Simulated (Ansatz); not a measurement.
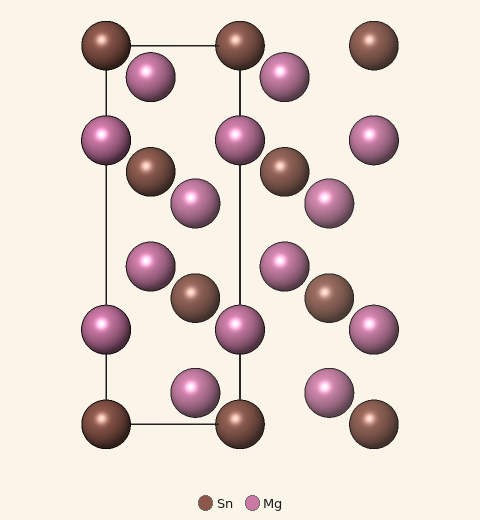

Projection along an edge of the hexagonal mesh, stacking direction [111] upwards. Every atom sits on one of the three columns of the mesh; call them A, B, C in the order in which they first turn up. The box is the hexagonal cell of the face-centred cubic lattice. The sequence starts with the first layer at or above the cell's origin.

Mg2Sn (space group Fm-3m, No. 225): the input geometry of an electronic-structure calculation (not necessarily at equilibrium); the starting structure was generated, so it need not be a known form of this composition.

Give the sequence of layers in one repeat, with element and column.

Sn(A) – Mg(B) – Mg(A) – Sn(B) – Mg(C) – Mg(B) – Sn(C) – Mg(A) – Mg(C) (nine layers in 11.71 Å).

Heights of the layers:

```tsv
layer	atoms (column)	height (Å)	to next (Å)
1	Sn(A)	0.00	0.98
2	Mg(B)	0.98	1.95
3	Mg(A)	2.93	0.98
4	Sn(B)	3.90	0.98
5	Mg(C)	4.88	1.95
6	Mg(B)	6.83	0.98
7	Sn(C)	7.81	0.98
8	Mg(A)	8.78	1.95
9	Mg(C)	10.73	0.98
```
